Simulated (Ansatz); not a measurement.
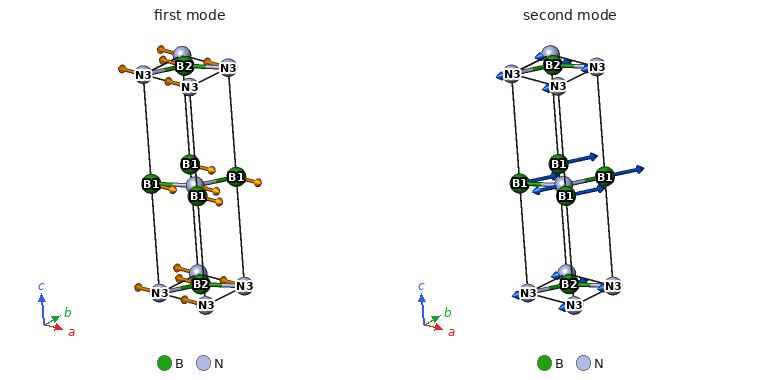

The system is BN (P-6m2, No. 187; 4 atoms in the cell); the picture shows the reference structure; its two panels give the patterns of the first and the second mode as arrows. 
- The energy is mapped over two normal modes frozen in (zone-centre modes of the 4-atom cell of this scan).
- Coordinates scanned: (1) amplitude of mode 4 (47 cm⁻¹), largest displacement; (2) amplitude of mode 10 (1355 cm⁻¹), largest displacement.
- Nothing is relaxed (the cell and all other modes fixed).
- The grid has 7 × 7 points; 28 points were computed and 21 follow by symmetry.
- Points are written as (first, second).
- Energies: meV per cell, counted from the lowest grid point.
- Computed with Ansatz, DFT PBE+D3(BJ), scalar-relativistic, plane waves, PAW. Settings: cutoff 520 eV, k-mesh 12×12×4 in the order of the run's cell vectors, methfessel-paxton smearing 0.05 eV, no spin polarisation.

Its coordinates:

```yaml
crystal:
  lattice:
    - [2.50611, 0.00000, 0.00000]
    - [-1.25306, 2.17036, 0.00000]
    - [0.00000, 0.00000, 6.59240]
  atoms:
    - { symbol: B, position: [0.00000, 0.00000, 0.50000] }
    - { symbol: B, position: [0.33333, 0.66667, 0.00000] }
    - { symbol: N, position: [0.00000, 0.00000, 0.00000] }
    - { symbol: N, position: [0.66667, 0.33333, 0.50000] }
```

Range: amplitude of mode 4 (47 cm⁻¹), largest displacement from −0.434 to 0.434 Å; amplitude of mode 10 (1355 cm⁻¹), largest displacement from −0.064 to 0.064 Å.

Question: What landscape does the calculation give?

Answer: The lowest grid point is at (0.000 Å, 0.000 Å). No other kind of well shows on this grid. The highest grid point, (−0.434 Å, −0.064 Å), lies 353 meV above the lowest. The gap on the k-mesh is 4.4 eV at the lowest point and runs from 3.1 to 4.4 eV over the map.

```tsv
second ↓, first →	−0.434	−0.289	−0.145	0.000	0.145	0.289	0.434
0.064	295	282	271	266	271	282	295
0.043	151	139	128	123	128	139	151
0.021	59	47	36	32	36	47	59
0.000	26	14	4	0	4	14	26
−0.021	59	48	38	34	38	48	59
−0.043	165	155	146	142	146	155	165
−0.064	353	344	335	332	335	344	353
```

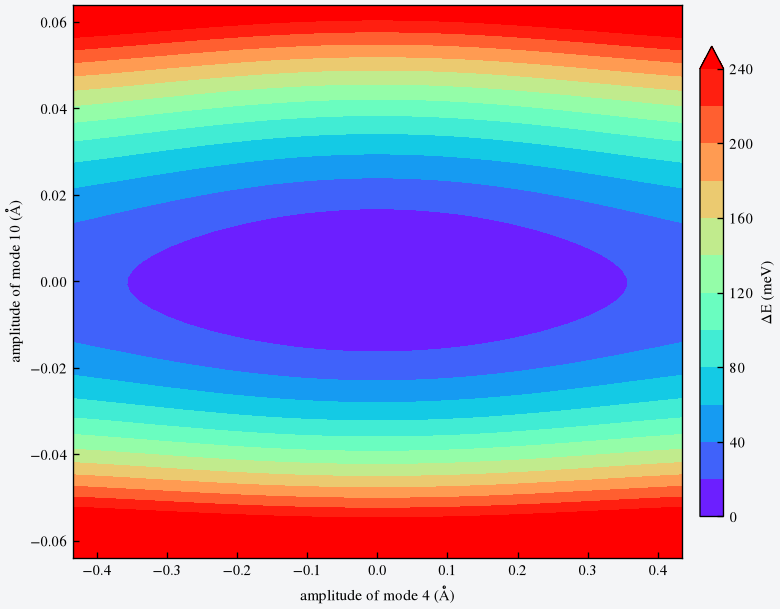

In the figure: filled contours, one colour for all values above the top of the scale. Between grid points the surface is interpolated.

Time for the 28 points that were run: 4.6 min on 1 thread of Arm Neoverse V1, with other jobs on the host.
